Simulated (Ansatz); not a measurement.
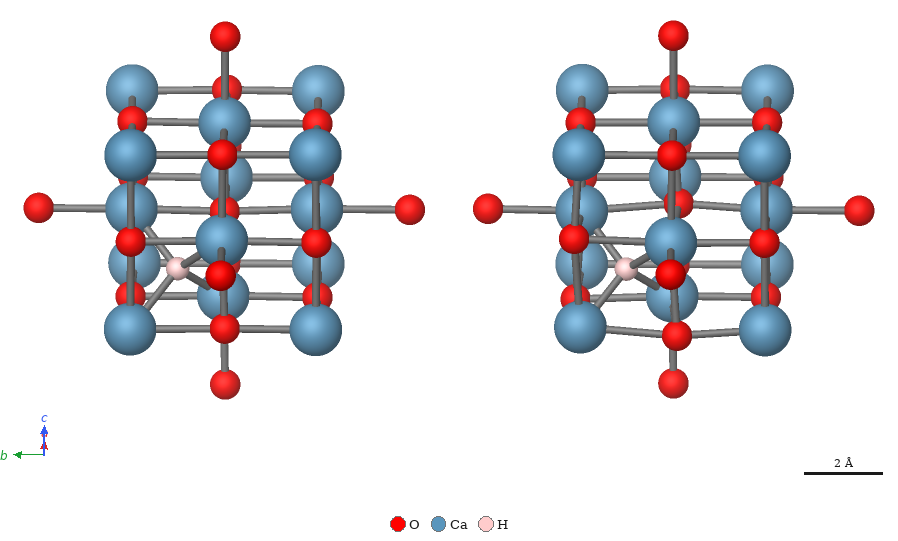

Two geometries of a defect cell of composition O$_{32}$Ca$_{32}$H (cell charge −1), drawn at one scale. One is the start of a relaxation, the other its converged end. The picture is a ball-and-stick view of the atoms within 5.0 Å of the atom that moves most (axes of the cell of the calculation (origin shifted)), seen from a free direction.

All numbers below come from DFT, PBEsol, PAW, plane waves (Ansatz). Set-up: plane-wave cutoff 420 eV; k-point mesh 1 × 1 × 1; mesh shifted by (0.25, 0.25, 0.25); no spin polarisation; atoms relaxed in a fixed cell; force threshold 0.03 eV/Å; at most 80 steps.

Question: Which of the two is the end point?

Answer: The right one is the relaxed one. The atoms of the start lie slightly off their symmetric places, so part of the fall in energy undoes that. Over 3 geometry steps the energy falls by 1.395 eV per cell of the calculation. Largest force component: 1.7 eV/Å at the start, 0.024 eV/Å at the end. The largest move is that of an O atom, 0.26 Å roughly along [1 −1 1]. Largest moves by element: O 0.26 Å, Ca 0.07 Å, H 0.02 Å. The cell doesn't change. Among the contacts that change: Ca–O 2.312 → 2.493 Å, Ca–O 2.432 → 2.268 Å, Ca–O 2.335 → 2.492 Å, Ca–O 2.402 → 2.269 Å. Bond angles that change, for instance: Ca–O–Ca 92.8° → 82.4°, Ca–O–Ca 90.3° → 82.4°, Ca–O–Ca 178.2° → 170.4°.

Limits of the set-up: the cell is charged, on a uniform background, and energies carry no finite-size correction.
